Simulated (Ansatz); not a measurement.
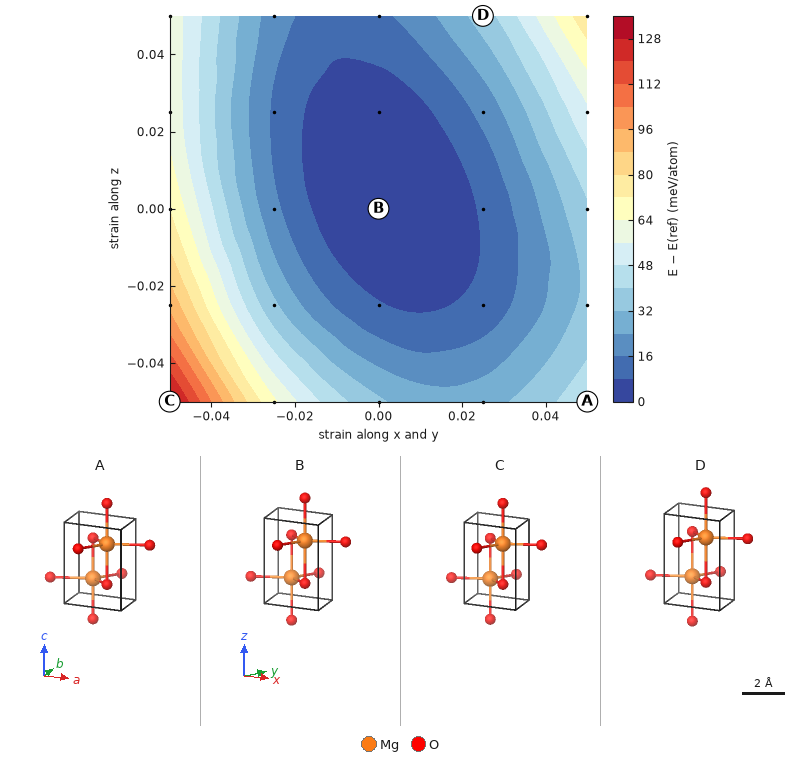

Crystalline MgO (P6_3/mmc): the cell is strained equally along x and y and separately along z, with the atoms kept at their fractional coordinates. x, y and z are the Cartesian axes of the input. The map is interpolated between the computed points (dots). The lettered frames are marked on it. The picture is a ball-and-stick view of the cell of the calculation, seen slightly off an axis.

These are results of DFT PBEsol, scalar-relativistic, plane waves, PAW in Ansatz, not measurements. (plane-wave cutoff 420 eV; k-point mesh 9 × 9 × 6; occupations gaussian; smearing width 0.05 eV; no spin polarisation). Energies (free energies at the smearing named) are counted from the cell as listed in its source, which wasn't relaxed.

What does the map show?

Answer. In pairs of (strain along x and y; strain along z): the lowest computed point lies at (0.000, 0.000) (0.0 meV/atom), the highest at (−0.050, −0.050) (132.5 meV/atom). The valley is tilted: raising the in-plane strain is made harder by raising the strain along z (cross term 0.36 of the geometric mean of the two curvatures). Over the ranges scanned the energy rises more along the first axis, the in-plane strain. The pressure runs from −13.6 GPa at (0.050, 0.050) to 29.4 GPa at (−0.050, −0.050). The frames lie at A (0.050, −0.050): 45.1 meV/atom, B (0.000, 0.000): 0.0 meV/atom, C (−0.050, −0.050): 132.5 meV/atom, D (0.025, 0.050): 35.9 meV/atom.
